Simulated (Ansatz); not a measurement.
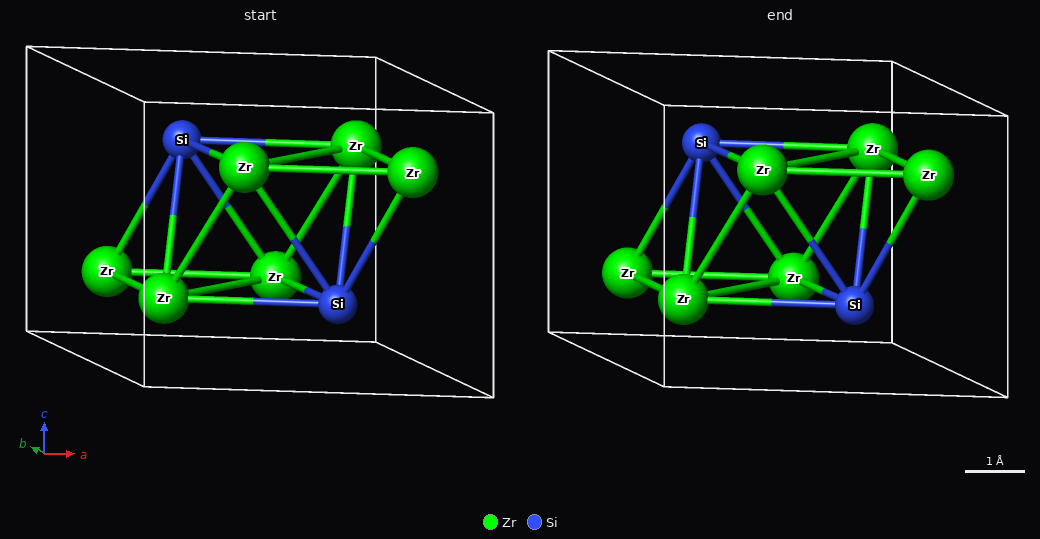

The structure of crystalline Zr₃Si (set up in P6_3/mmc) before (left) and after (right) a relaxation, at one scale.

Style: ball-and-stick. Shown: the cell of the calculation, slightly off an axis.

Computed with Ansatz 0.2.0, DFT PBEsol, scalar-relativistic, plane waves, PAW.

The input:
```yaml
crystal:
  lattice:
    - [6.1173840222, 0.0, 0.0]
    - [-3.0586920111, 5.2978099679, 0.0]
    - [0.0, 0.0, 4.971086]
  atoms:
    - { symbol: Zr, position: [0.345469, 0.1727345, 0.75] }
    - { symbol: Zr, position: [0.8272655, 0.1727345, 0.75] }
    - { symbol: Zr, position: [0.8272655, 0.654531, 0.75] }
    - { symbol: Zr, position: [0.654531, 0.8272655, 0.25] }
    - { symbol: Zr, position: [0.1727345, 0.8272655, 0.25] }
    - { symbol: Zr, position: [0.1727345, 0.345469, 0.25] }
    - { symbol: Si, position: [0.66666667, 0.33333333, 0.25] }
    - { symbol: Si, position: [0.33333333, 0.66666667, 0.75] }
basis:
  ecutwfc: 420
kpoints:
  mp_grid: { grid: [6, 6, 8] }
hamiltonian:
  xc: pbesol
scf:
  occupations: { method: gaussian, width: 0.1 }
output:
  forces: true
  stress: true
  eigenvalues: true
relax:
  adjacent_minimum: "off"
  f_tol: 0.005
  max_steps: 80
  cell: { stress_tol: 0.05 }
```

Command:
```bash
ansatz run input.yaml --threads 2 --pin off --max-ram 5120MiB --backend cpu --events-out ev --progress --plain --runs-dir out
```

**Describe what moved and what it gained.**

The largest moves relative to the cell, 0.005 Å, are those of Zr1, Zr2, Zr3, Zr4, Zr5 and Zr6. Zr2 goes along [1 −1 0]. Si stays in place. The volume changes by −4.4 %, with a = b 6.117 → 6.017 Å (−1.6 %), c 4.971 → 4.913 Å (−1.2 %). Near-neighbour distances that change, for instance: Zr1–Zr2 3.170 → 3.110 Å, Zr1–Si8 3.059 → 3.009 Å, Zr1–Zr5 3.087 → 3.043 Å, Zr1–Zr2 (another image) 2.947 → 2.907 Å. The space group stays P6_3/mmc (No. 194). The energy falls by 14.1 meV per atom in 3 accepted moves (5 points after the start). The largest force component goes from 0.061 to 0.0038 eV/Å. The pressure goes from −4.87 to 0.01 GPa. The line search rejected the trial step at point 1 of the run. At 1 point the geometry stayed and the basis and grid were re-selected for the new cell (energy shift of 0.1 meV per atom at most each time).
